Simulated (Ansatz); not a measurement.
A series of calculations on HfN

Part 1: Vibrations

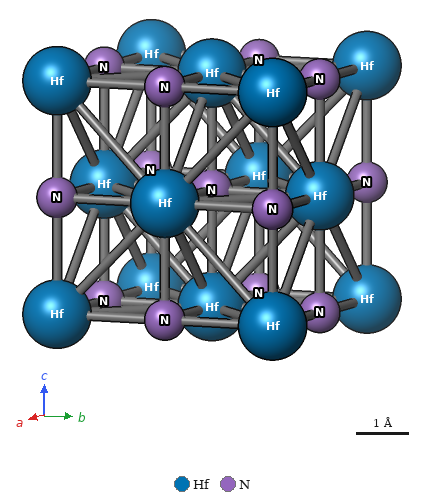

Lattice vibrations of solid HfN relaxed at 1 GPa, at the zone centre. Style: ball-and-stick. Shown: the conventional cell (4 times the calculation's cell), slightly off an axis. Lengths and directions refer to the drawn axes.

These are results of Ansatz 0.2.0, DFT PBE, scalar-relativistic, plane waves, PAW, not measurements. (plane-wave cutoff 420 eV; k-point mesh 16 × 16 × 16; occupations fermi dirac; smearing width 0.15 eV; target pressure 1 GPa; no spin polarisation)

The frequencies depend somewhat on the k-mesh and the smearing.

Q: Which optical modes does it have, at what frequencies, and is it stable there?

A: The calculation's cell holds 2 atoms, so there are 3 optical modes, in 1 level. The optical modes span T₁u. No level is unstable.

| level | symmetry | frequency (cm⁻¹) | activity |
| --- | --- | --- | --- |
| 1 | T₁u | 481 | infrared-active |

The crystal is a metal, so free carriers screen the infrared response.

The modes drawn as arrows (one member of each degenerate set):

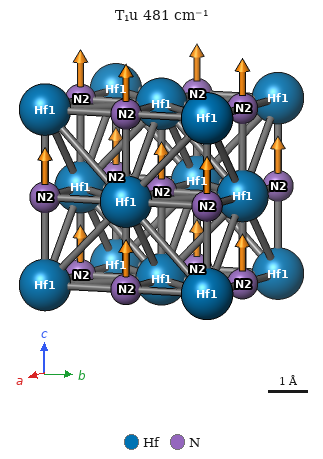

Part 2: One mode

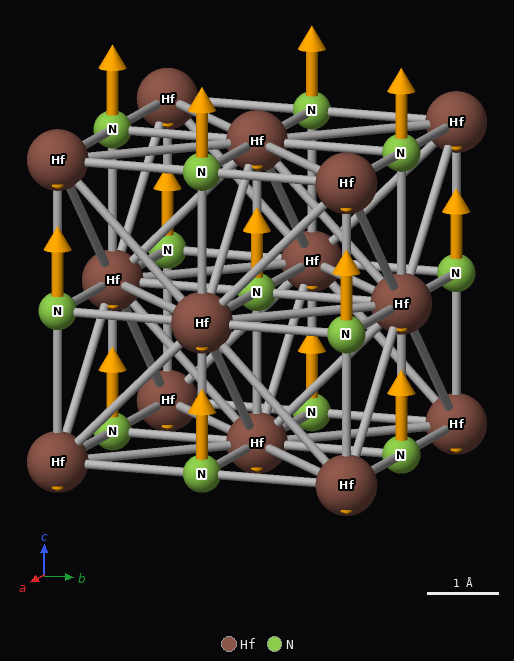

One vibrational mode of crystalline HfN relaxed at 30 GPa at the zone centre. The orange arrows give the relative displacements of the atoms. A ball-and-stick model of the conventional cell (4 times the calculation's cell), seen slightly off an axis. Lengths and directions refer to the drawn axes.

Method: DFT PBE, scalar-relativistic, plane waves, PAW in Ansatz 0.2.0. Settings: plane-wave cutoff 420 eV; k-point mesh 16 × 16 × 16; occupations fermi dirac; smearing width 0.15 eV; target pressure 30 GPa; no spin polarisation.

The frequencies depend somewhat on the k-mesh and the smearing.

Give the symmetry, activity and frequency of this mode.

This is the T₁u mode (triply degenerate; one member of the set is drawn) at 568 cm⁻¹, the only optical level, infrared-active by symmetry. The N sublattice moves against the Hf sublattice, along c; it stretches the shortest Hf–N bonds (2.20 Å); the kinetic energy is shared as N 93 %, Hf 7 %. The crystal is a metal, so free carriers screen the infrared response.

Part 3: One mode

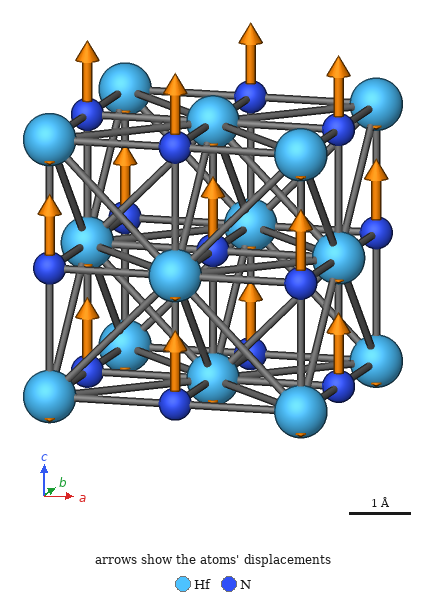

One vibrational mode of crystalline HfN relaxed at 50 GPa at the zone centre. The orange arrows are the displacements of the atoms (eigenvector over the root of the mass), of arbitrary overall length and sign. Style: ball-and-stick. Shown: the conventional cell (4 times the calculation's cell), slightly off an axis. Lengths and directions refer to the drawn axes.

Computed with Ansatz 0.2.0, DFT PBEsol, scalar-relativistic, plane waves, PAW. Set-up: plane-wave cutoff 420 eV; k-point mesh 16 × 16 × 16; occupations fermi dirac; smearing width 0.15 eV; target pressure 50 GPa; no spin polarisation.

The frequencies depend somewhat on the k-mesh and the smearing.

Question: Describe the mode and give its frequency.

Answer: This is the T₁u mode (triply degenerate; one member of the set is drawn) at 78.5 meV, the only optical level, infrared-active by symmetry. The N sublattice moves against the Hf sublattice, along c; it stretches the shortest Hf–N bonds (2.15 Å); the kinetic energy is shared as N 93 %, Hf 7 %. The crystal is a metal, so free carriers screen the infrared response.
